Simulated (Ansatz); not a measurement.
## Electronic structure of MgO in real space

```cif
data_structure
_symmetry_space_group_name_H-M 'P 1'
_symmetry_Int_Tables_number 1
_cell_length_a 7.2989
_cell_length_b 7.2989
_cell_length_c 7.2989
_cell_angle_alpha 109.471
_cell_angle_beta 109.471
_cell_angle_gamma 109.471
_cell_volume 299.34
loop_
_atom_site_label
_atom_site_type_symbol
_atom_site_fract_x
_atom_site_fract_y
_atom_site_fract_z
_atom_site_occupancy
Mg1 Mg 0.25000 0.75000 0.00000 1
Mg2 Mg 0.00000 0.00000 0.00000 1
Mg3 Mg 0.50000 0.75000 0.75000 1
Mg4 Mg 0.75000 0.25000 0.00000 1
Mg5 Mg 0.25000 0.00000 0.75000 1
Mg6 Mg 0.50000 0.50000 0.00000 1
Mg7 Mg 0.00000 0.25000 0.75000 1
Mg8 Mg 0.75000 0.75000 0.50000 1
Mg9 Mg 0.50000 0.00000 0.50000 1
Mg10 Mg 0.75000 0.50000 0.75000 1
Mg11 Mg 0.00000 0.75000 0.25000 1
Mg12 Mg 0.25000 0.25000 0.50000 1
Mg13 Mg 0.00000 0.50000 0.50000 1
Mg14 Mg 0.75000 0.00000 0.25000 1
Mg15 Mg 0.50000 0.25000 0.25000 1
Mg16 Mg 0.25000 0.50000 0.25000 1
O1 O 0.25000 0.50000 0.75000 1
O2 O 0.00000 0.75000 0.75000 1
O3 O 0.50000 0.50000 0.50000 1
O4 O 0.75000 0.00000 0.75000 1
O5 O 0.25000 0.75000 0.50000 1
O6 O 0.50000 0.25000 0.75000 1
O7 O 0.00000 0.00000 0.50000 1
O8 O 0.75000 0.50000 0.25000 1
O9 O 0.50000 0.75000 0.25000 1
O10 O 0.75000 0.25000 0.50000 1
O11 O 0.00000 0.50000 0.00000 1
O12 O 0.25000 0.00000 0.25000 1
O13 O 0.00000 0.25000 0.25000 1
O14 O 0.75000 0.75000 0.00000 1
O15 O 0.50000 0.00000 0.00000 1
O16 O 0.25000 0.25000 0.00000 1
```

Space group Fm-3m; a structure from a database of computed crystals, not necessarily the ambient phase.

The calculation used DFT PBEsol, scalar-relativistic, plane waves, PAW in Ansatz 0.2.0.

The density is the valence pseudo-density of a PAW calculation; it isn't the true density close to the nuclei.

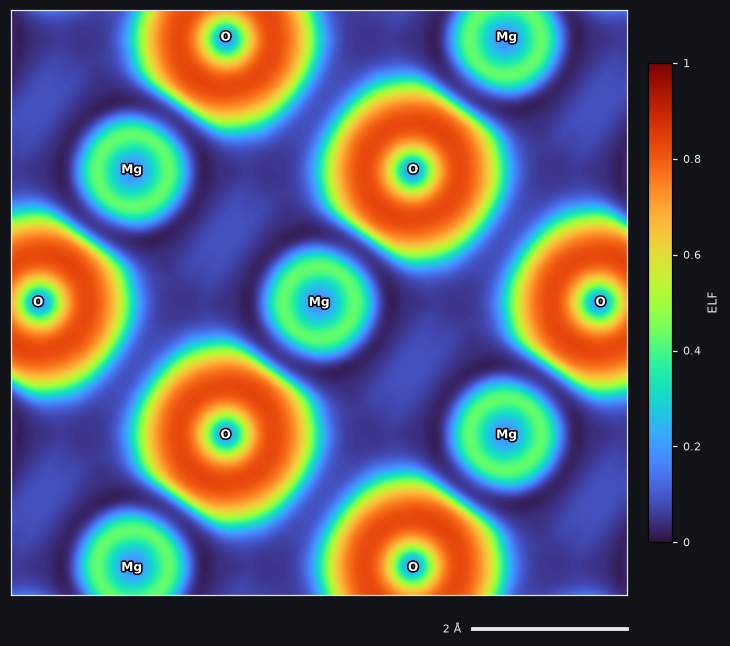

Figure 1. ELF on the (010) plane of the calculation cell.

**What do the fields say about this system?**

The plane passes through Mg and O nuclei.
Mg–O (2.11 Å): the ELF peaks at about 0.85 in the valence shell of O, 0.6 Å from its nucleus, and is about 0.30 at the midpoint: a largely ionic contact.

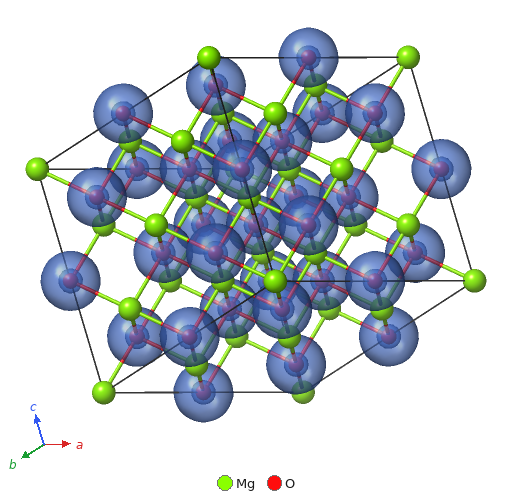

Figure 2. Isosurface of the electron localisation function at 0.7 (blue), seen at an oblique angle. Only the valence region is drawn (cores and ρ < 0.01 e/Å³ removed). Sticks mark near contacts.

**What do the ELF domains correspond to?**

The ELF exceeds this value in 16 regions wrapped around O (the valence shell of each), counted in one cell of 32 atoms. Any copies at cell faces, edges or corners count once.

**Does the calculation make it a metal, or give it a gap?**

It is gapped, with a Kohn–Sham gap of 6.1 eV on the k-point mesh (the band edges may lie off the mesh, which would make the gap smaller).
